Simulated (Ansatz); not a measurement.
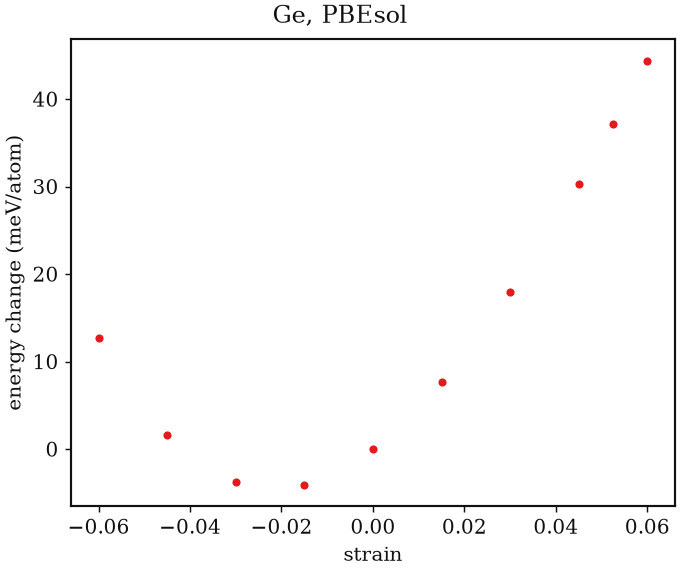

The plot gives the computed energy change against strain for Ge, space group Cmmm (No. 65).

Structure:
```
CELL_PARAMETERS angstrom
1.39715 -2.60052 0.00000
1.39715 2.60052 0.00000
0.00000 0.00000 2.69823
ATOMIC_POSITIONS crystal
Ge 0.50000 0.50000 0.00000
```

Calculation (Ansatz 0.2.0): homogeneous strain of a crystal along one Voigt pattern with engineering shear, fractional coordinates fixed, by plane-wave density functional theory with PAW datasets, free energies less that of the undisturbed cell, pressure positive in compression; scalar-relativistic. Level: PBEsol, no spin polarisation.

- wave cutoff: 420 eV
- k mesh: 20×20×18
- occupations: Gaussian
- smearing width: 0.15 eV
- k shift: (0, 0, 0) (mesh steps)
- start: as given
- strain pattern: (1, 0, 0, 0, 0, 0) (xx yy zz yz xz xy with engineering shear)

From this curve and the settings, what does the calculation give for the tensile stress summed over the strain pattern and pressure at the same points?

The tensile stress summed over the strain pattern rises from −7.7 GPa at strain −0.0600 to 8.2 GPa at 0.0600, and changes sign near −0.021. The pressure falls from 0.954 GPa at strain −0.0600 to −7.087 GPa at 0.0600, and changes sign near −0.051.

```json
{"strain": "-0.0600", "tensile stress summed over the strain pattern (GPa)": "-7.7", "pressure (GPa)": "0.954"}
{"strain": "-0.0450", "tensile stress summed over the strain pattern (GPa)": "-4.4", "pressure (GPa)": "-0.563"}
{"strain": "-0.0300", "tensile stress summed over the strain pattern (GPa)": "-1.5", "pressure (GPa)": "-1.902"}
{"strain": "-0.0150", "tensile stress summed over the strain pattern (GPa)": "1.1", "pressure (GPa)": "-3.073"}
{"strain": "0.0000", "tensile stress summed over the strain pattern (GPa)": "3.3", "pressure (GPa)": "-4.090"}
{"strain": "0.0150", "tensile stress summed over the strain pattern (GPa)": "5.0", "pressure (GPa)": "-4.978"}
{"strain": "0.0300", "tensile stress summed over the strain pattern (GPa)": "6.2", "pressure (GPa)": "-5.764"}
{"strain": "0.0450", "tensile stress summed over the strain pattern (GPa)": "7.2", "pressure (GPa)": "-6.467"}
{"strain": "0.0525", "tensile stress summed over the strain pattern (GPa)": "7.7", "pressure (GPa)": "-6.788"}
{"strain": "0.0600", "tensile stress summed over the strain pattern (GPa)": "8.2", "pressure (GPa)": "-7.087"}
```

Caveats: reference crystal is not relaxed.
